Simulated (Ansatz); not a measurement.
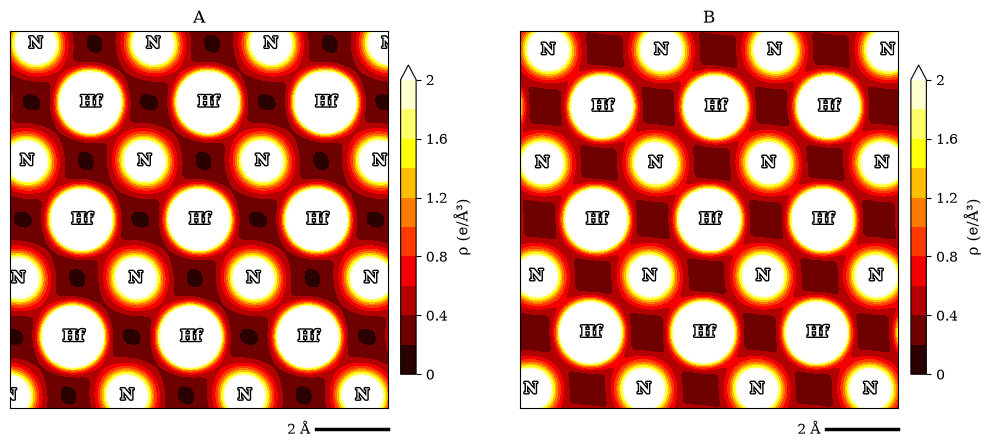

HfN. The valence charge density (pseudo) of two cells that differ in size and shape, on the (011) plane of each (indices in the axes of the calculation cell), at one length scale and on one colour scale: A has 11.5 Å³ an atom and B 10.4.

Space group I4/mmm; computed without spin polarisation.

These are results of Ansatz 0.2.0, DFT PBEsol, scalar-relativistic, plane waves, PAW, not measurements.

The larger cell:

```
CELL_PARAMETERS angstrom
0.00000 2.20253 2.37195
2.20253 0.00000 2.37195
2.20253 2.20253 0.00000
ATOMIC_POSITIONS crystal
Hf 0.00000 0.00000 0.00000
N 0.50000 0.50000 0.50000
```

The smaller cell: a = 3.116 Å, b = 3.116 Å, c = 3.035 Å, α = 60.86°, β = 60.86°, γ = 58.29°.

**What does the compression do to the bonding and the properties?**

From the larger cell to the smaller, Hf–N goes from 2.20 to 2.15 Å, and the density at its midpoint from 0.6 to 0.68 e/Å³; the pressure goes from 0.8 to 34 GPa.
